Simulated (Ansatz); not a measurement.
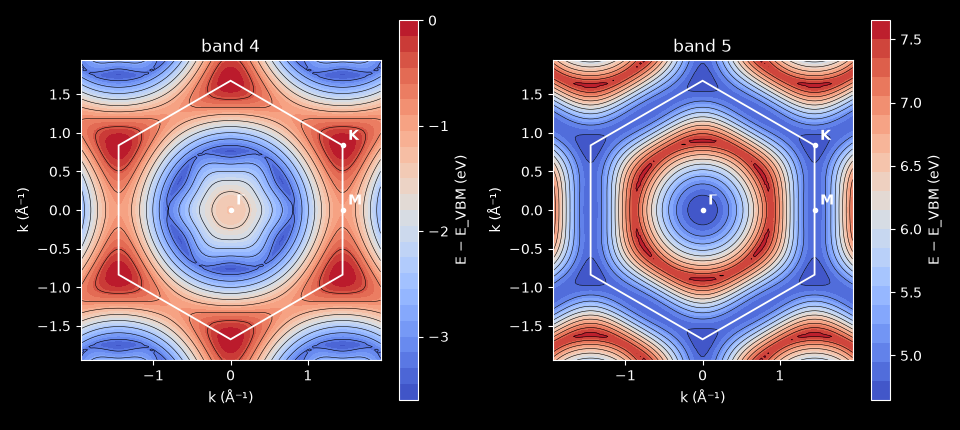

Two bands of a BN monolayer (space group of the slab cell P-6m2) over the plane of the sheet: the highest mostly filled and the lowest mostly empty one.

Method: DFT PBE, scalar-relativistic, plane waves, PAW; levels and slopes on a dense k mesh at the converged density in Ansatz 0.2.0. No spin polarisation. Mesh 72×72×1, interpolated with the band slopes. The geometry was not relaxed. The cell comes from a database of computed structures, not from a measurement.

Give both levels and their distance at the named points.

| point | lower band (eV) | upper band (eV) | distance (eV) |
| --- | --- | --- | --- |
| Γ | −1.34 | 4.65 | 5.99 |
| K | 0.00 | 4.70 | 4.70 |
| M | −0.91 | 4.81 | 5.72 |

Where are the band edges of the whole zone?

The valence band has two equivalent maxima at K, mass 0.64 mₑ in all directions; the conduction band has one minimum at Γ, mass 0.95 mₑ in all directions. The gap is indirect, 4.65 eV at this level of theory, which underestimates gaps and can reorder valleys that lie close. It is nearly direct: the smallest vertical gap, at K, is only 4.70 eV, so the kind of gap isn't settled at this level. Another valley lies within 0.05 eV of an edge, so the kind of gap can change with the cell or the functional.
